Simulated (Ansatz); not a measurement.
**A Fermi-surface study of Co (space group P6_3/mmc, No. 194)**

```
CELL_PARAMETERS angstrom
2.50740 0.00000 0.00000
-1.25370 2.17147 0.00000
0.00000 0.00000 4.06990
ATOMIC_POSITIONS crystal
Co 0.33333 0.66667 0.25000
Co 0.66667 0.33333 0.75000
```

Method: Ansatz, DFT PBE, scalar-relativistic, plane waves, PAW; levels and slopes on a dense k mesh at the converged density. Collinear spin polarisation. k mesh for the levels: 30×30×16. Cell and positions as given, without relaxation (residual pressure −4 GPa).

## 1. The sheets

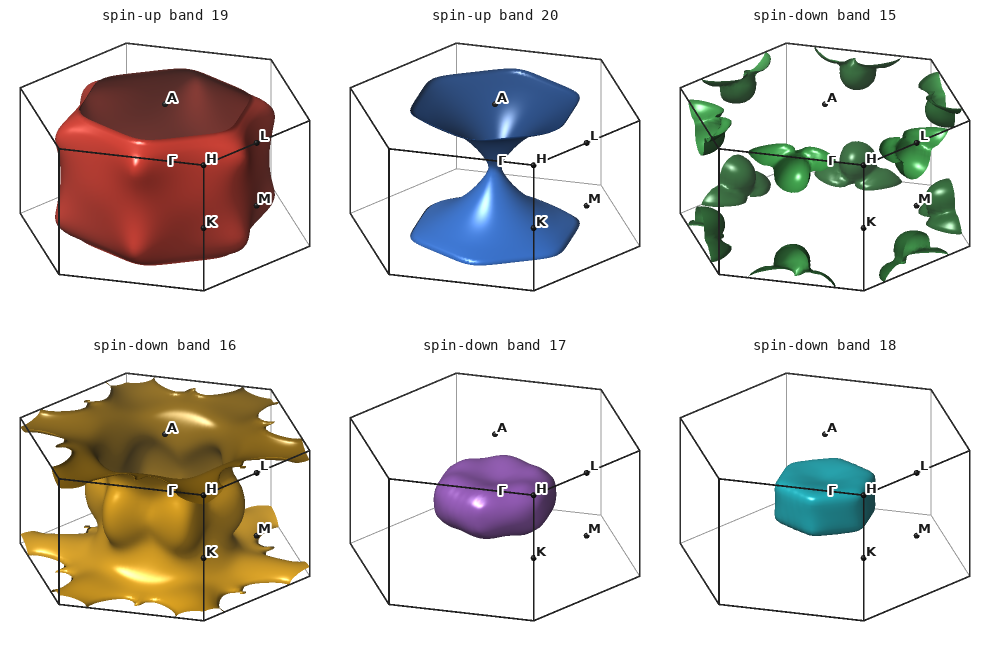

Fermi surface of this crystal. Each panel holds one band. The brighter face of a sheet looks towards empty states.

> Describe the Fermi surface sheet by sheet.

Six bands cross the Fermi level; this is a three-dimensional metal. Spin-down band 13 and spin-down band 14 end within 23 meV of the level without crossing it.

Spin-up band 19: one open electron tube parallel to Γ–A.
Spin-up band 20: one open electron tube parallel to Γ–A.
Spin-down band 15: three hole pockets centred at L (each 1.6 % of the zone).
Spin-down band 16: an open network that joins neighbouring zones in all directions (the band is filled at Γ, A and H and empty at K, M and L).
Spin-down band 17: one electron pocket centred at Γ (6.2 % of the zone).
Spin-down band 18: one electron pocket centred at Γ (4.3 % of the zone).
A pocket cut by a face of the zone is counted once with the part on the opposite face.

## 2. The two spins

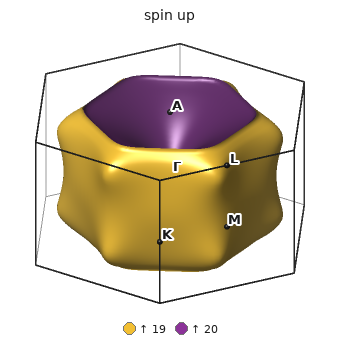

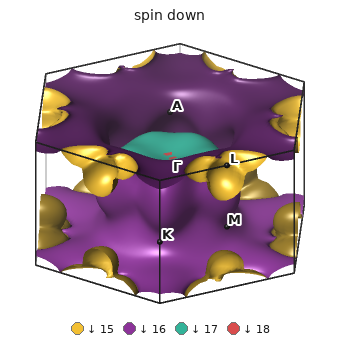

Spin-resolved Fermi surfaces of this crystal; the net moment is 3.2 μB per cell, and spin up is the majority channel.

> What is the spin polarisation of the states at the Fermi level?

Spin up has two and spin down four bands crossing, with 0.31 and 1.4 states/eV per cell, so (N↑ − N↓)/(N↑ + N↓) = −0.64.

## 3. Speeds

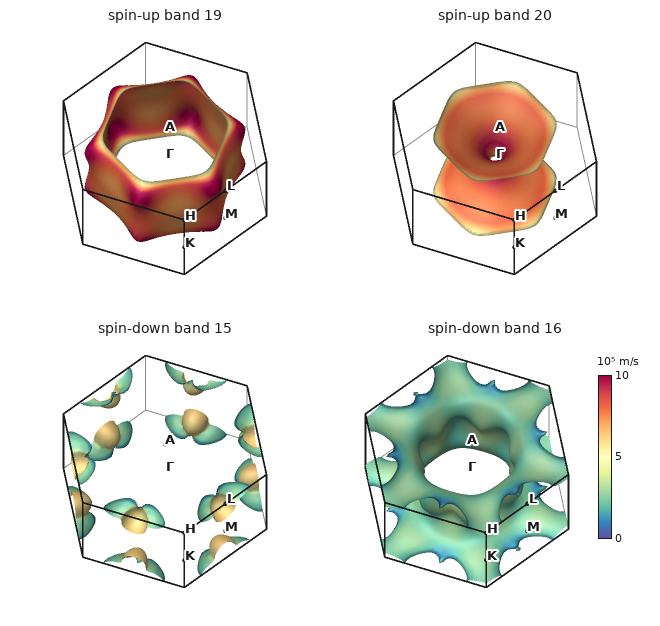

Fermi surface of this crystal (the four sheets of greatest area among six bands), coloured by the Fermi speed.

> Give the range and mean of the Fermi speed for each band.

Spin-up band 19: 6.1 to 10 × 10⁵ m/s over most of the sheet, 8.0 × 10⁵ m/s on average over states. Spin-up band 20: 5.8 to 9.4 × 10⁵ m/s over most of the sheet, 7.8 × 10⁵ m/s on average over states. Spin-down band 15: 1.7 to 6.3 × 10⁵ m/s over most of the sheet, 3.3 × 10⁵ m/s on average over states. Spin-down band 16: 1.5 to 3.2 × 10⁵ m/s over most of the sheet, 2.4 × 10⁵ m/s on average over states.

> Which of these bands adds most to the density of states at the Fermi level?

Spin-down band 16, with 0.77 of 1.8 states/eV per cell.

## 4. Cuts and bands

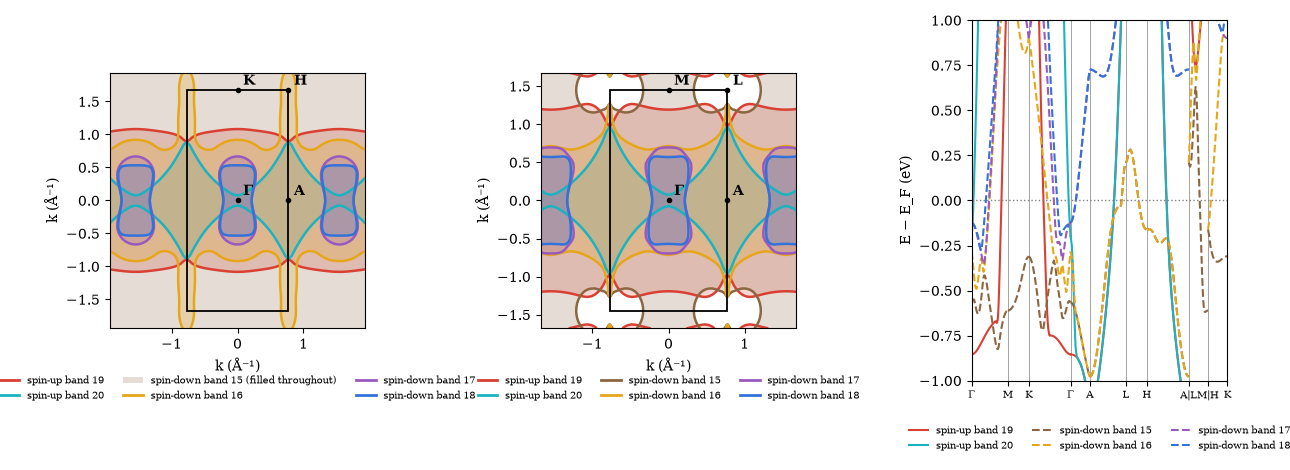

This crystal: cuts through the Fermi surface in the plane through Γ, A and K and the plane through Γ, A and M, filled states shaded, and the bands that cross the Fermi level.

> For each band, read its level at the labelled points (eV from the Fermi level).

| band | Γ | A | K | H | M | L |
| --- | --- | --- | --- | --- | --- | --- |
| spin-up band 19 | −0.85 | below | above | above | above | above |
| spin-up band 20 | −0.20 | below | above | above | above | above |
| spin-down band 15 | −0.57 | −0.98 | −0.31 | −0.16 | −0.61 | +0.21 |
| spin-down band 16 | −0.28 | −0.98 | +0.90 | −0.16 | above | +0.21 |
| spin-down band 17 | −0.12 | +0.73 | +0.90 | above | above | above |
| spin-down band 18 | −0.12 | +0.73 | above | above | above | above |

Negative values are filled states; "above" and "below" lie outside the plotted window.

The run ends with a net moment of 3.2 μB a cell, the order reached from its starting moments, not necessarily the lowest. A band edge lies within 0.03 eV of the Fermi level, so pockets and density of states there aren't settled. Necks and pockets thinner than about two mesh steps aren't resolved, so separate pockets may in truth be joined.

The run (self-consistency and the dense mesh) took 32 s on 2 threads of AMD EPYC 7R43 64-Core Processor (Zen 3) (shared host), peak memory 0.62 GiB.
